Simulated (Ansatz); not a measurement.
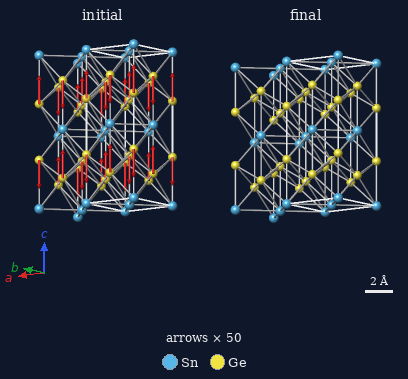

The structure of crystalline SnGe₂ (a generated structure, set up in Fmmm) before (left) and after (right) a relaxation, at one scale. The red arrows give the displacements (the part carried along by the change of the cell is left out), magnified 50 times.

A ball-and-stick model of the conventional cell (4 times the calculation's cell), repeated 2 × 1 × 1 with one cell outlined, seen from a free direction. Lengths and directions refer to the drawn axes.

Method: DFT PBE, scalar-relativistic, plane waves, PAW (Ansatz 0.2.0). Settings: plane-wave cutoff 420 eV; k-point mesh 14 × 14 × 14; occupations gaussian; smearing width 0.1 eV; no spin polarisation; cell and atoms relaxed; force threshold 0.01 eV/Å; at most 80 steps.

Summarise the run.

Answer. The largest moves relative to the cell, 0.045 Å, are those of Ge atoms. Sn stays in place. Cell: a 4.509 → 4.896 Å (+8.6 %), b 4.945 → 4.897 Å (−1.0 %), c 11.891 → 11.018 Å (−7.3 %). Volume −0.4 %. Among the contacts that change: Ge–Sn 3.774 → 3.452 Å, Ge–Ge 2.946 → 2.818 Å, Sn–Sn 3.346 → 3.462 Å, Ge–Sn 3.291 → 3.198 Å. Bond angles that change, for instance: Ge–Ge–Ge 109.2° → 120.6°, Sn–Ge–Ge 79.3° → 69.7°, Sn–Ge–Sn 92.1° → 99.9°. The space group (tolerance 0.01 Å) goes from Fmmm (No. 69) to I4/mmm (No. 139). After 9 accepted moves (12 points after the start) the energy has fallen by 23.6 meV per cell of the calculation. The largest force component goes from 0.012 to 0.00015 eV/Å. Pressure: 0.46 GPa at the start and 0.01 GPa at the end. The line search rejected the trial step at point 6 of the run. The SCF was repeated twice at an unchanged geometry on a basis and grid sized afresh for the cell, which shifted the energy by 0.7 meV per cell of the calculation at most.
